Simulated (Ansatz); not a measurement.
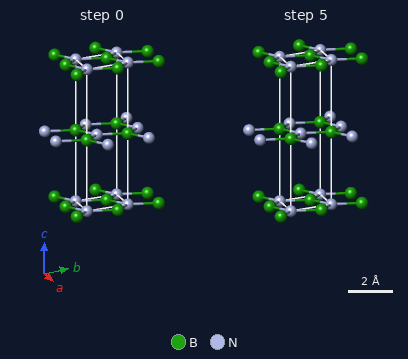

The structure of crystalline BN (set up in P-6m2) before (left) and after (right) a relaxation, at one scale.

Style: ball-and-stick. Shown: the cell of the calculation, slightly off an axis.

Case: volume × 1.03, shape and atoms relaxed.

Method: DFT PBE+D3(BJ), scalar-relativistic, plane waves, PAW in Ansatz 0.2.0.

Input
```yaml
crystal:
  lattice:
    - [2.5309379707, 0.0, 0.0]
    - [-1.2654689853, 2.191856578, 0.0]
    - [0.0, 0.0, 6.6626813719]
  atoms:
    - { symbol: B, position: [0.0, 0.0, 0.5] }
    - { symbol: B, position: [0.3333333333, 0.6666666667, 0.0] }
    - { symbol: "N", position: [0.0, 0.0, 0.0] }
    - { symbol: "N", position: [0.6666666667, 0.3333333333, 0.5] }
basis:
  ecutwfc: 420
kpoints:
  mp_grid: { grid: [12, 12, 4] }
hamiltonian:
  xc: pbe
  dispersion: d3bj
scf:
  occupations: { method: gaussian, width: 0.02 }
output:
  forces: true
  stress: true
  eigenvalues: true
relax:
  adjacent_minimum: "off"
  f_tol: 0.01
  max_steps: 30
  cell: { stress_tol: 0.1, fix: [volume] }
```

Command:
```bash
ansatz run input.yaml --threads 1 --pin off --max-ram 2560MiB --backend cpu --events-out ev --progress --plain --runs-dir out
```

> What changed between the two?

No atom moves by more than 0.005 Å relative to the cell. The drawn cell changes at constant volume: a = b 2.531 → 2.508 Å (−0.9 %), c 6.663 → 6.785 Å (+1.8 %). Near-neighbour distances that change, for instance: B1–N4 1.461 → 1.448 Å. The space group stays P-6m2 (No. 187). The energy falls by 5.2 meV per atom in 3 accepted moves (5 points after the start). All forces vanish by symmetry, so only the cell relaxes. The pressure goes from −6.81 to −0.71 GPa. At 2 points the geometry stayed and the basis and grid were re-selected for the new cell (energy shift of 0.2 meV per atom at most each time). The run took 17 s on 1 thread of Arm Neoverse V1, on a shared host, peak memory 0.32 GiB.
